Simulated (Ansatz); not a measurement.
A periodic structure is given below.

```xyz
6
Lattice="3.6044 0.0000 0.0000 0.0000 3.6044 0.0000 0.0000 0.0000 5.2644" Properties=species:S:1:pos:R:3 pbc="T T T"
Hf    1.8022    1.8022    2.6322
Hf    0.0000    0.0000    0.0000
O     0.0000    1.8022    3.6495
O     1.8022    0.0000    4.2471
O     1.8022    0.0000    1.6149
O     0.0000    1.8022    1.0173
```

> Interpret the file: composition, symmetry and coordination.

The formula is HfO2. It is primitive tetragonal, space group P4_2/nmc (No. 137). Cell content 2 Hf, 4 O; Z = 2. About every Hf there are eight O in a distorted cubic arrangement at 2.07 to 2.42 Å. Each O atom is coordinated by four Hf in a distorted tetrahedral arrangement at 2.07 to 2.42 Å. Not all metal-metal contacts are counted. The bonds build a three-dimensional framework.

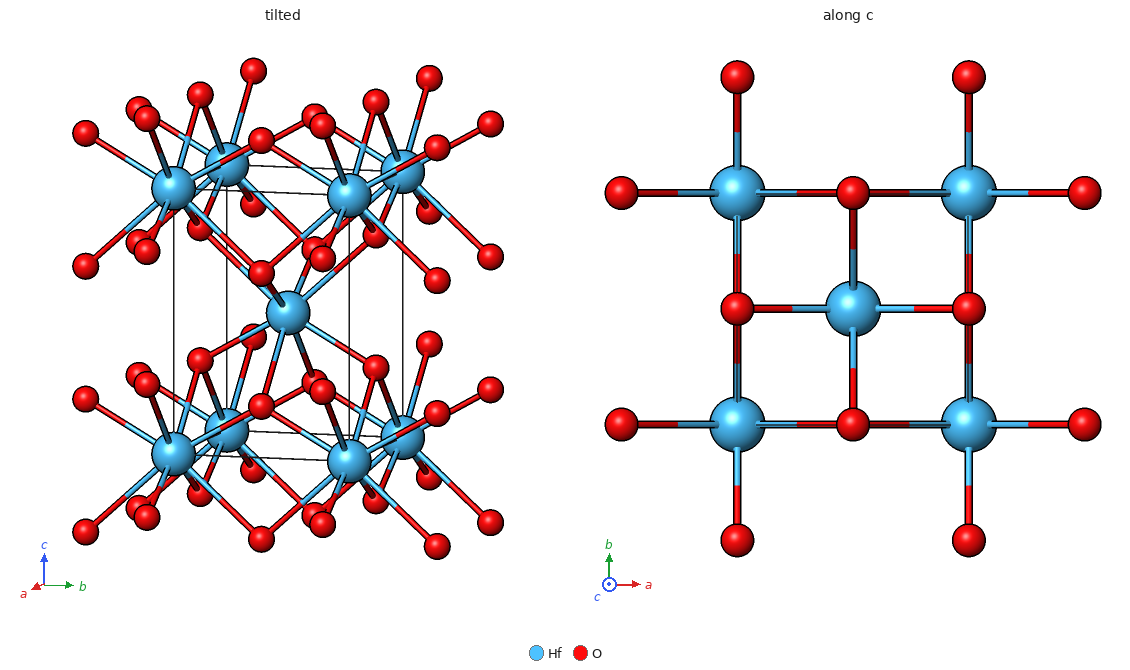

The crystal in a ball-and-stick representation, seen slightly off an axis and along the c axis. One conventional unit cell is outlined, and atoms on its boundary appear in each equivalent place. A few atoms beyond the faces are included. Colours: hafnium blue, oxygen red.

Origin of the cell: a structure listed in the Materials Project. What is shown is the relaxed result from Ansatz, DFT PBE, scalar-relativistic, plane waves, PAW.
